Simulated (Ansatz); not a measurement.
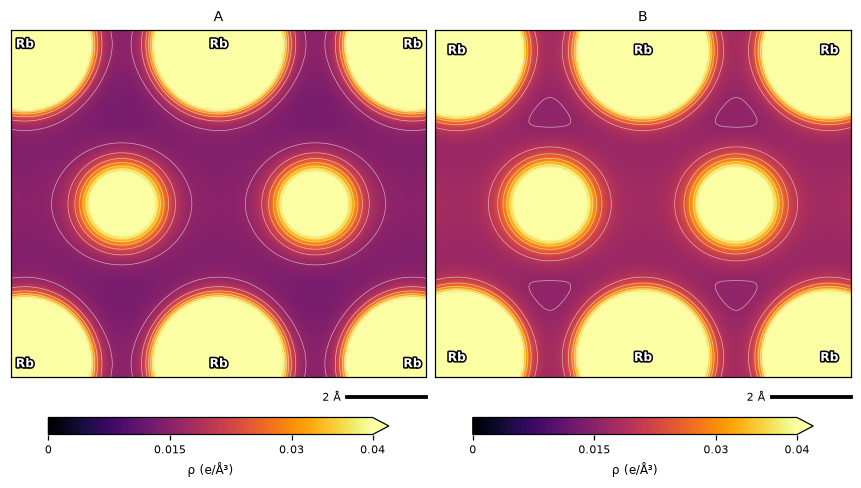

Rb. The valence pseudo-density of two cells that differ in size, on the (100) plane of each (indices in the axes of the calculation cell), at one length scale and on one colour scale; one has 75.0 and the other 84.3 Å³ an atom.

All numbers below come from DFT, LDA (PW92), plane waves (420 eV) with PAW, scalar-relativistic (Ansatz 0.2.0).

The larger cell:

```yaml
crystal:
  lattice:
    - [4.90671, 0.00000, 0.00000]
    - [-2.45335, 4.24933, 0.00000]
    - [0.00000, 0.00000, 8.09091]
  atoms:
    - { symbol: Rb, position: [0.33333, 0.66667, 0.25000] }
    - { symbol: Rb, position: [0.66667, 0.33333, 0.75000] }
```

The smaller cell: a = 4.718 Å, b = 4.718 Å, c = 7.779 Å, α = 90.00°, β = 90.00°, γ = 120.00°.

Q: Which is the denser cell? Describe the effect of the change.

A: Panel B is the smaller cell, by 11 % in volume. From the larger cell to the smaller, Rb–Rb goes from 4.91 to 4.72 Å, and the density at its midpoint from 0.02 to 0.02 e/Å³; the pressure goes from −0.2 to 0.1 GPa.
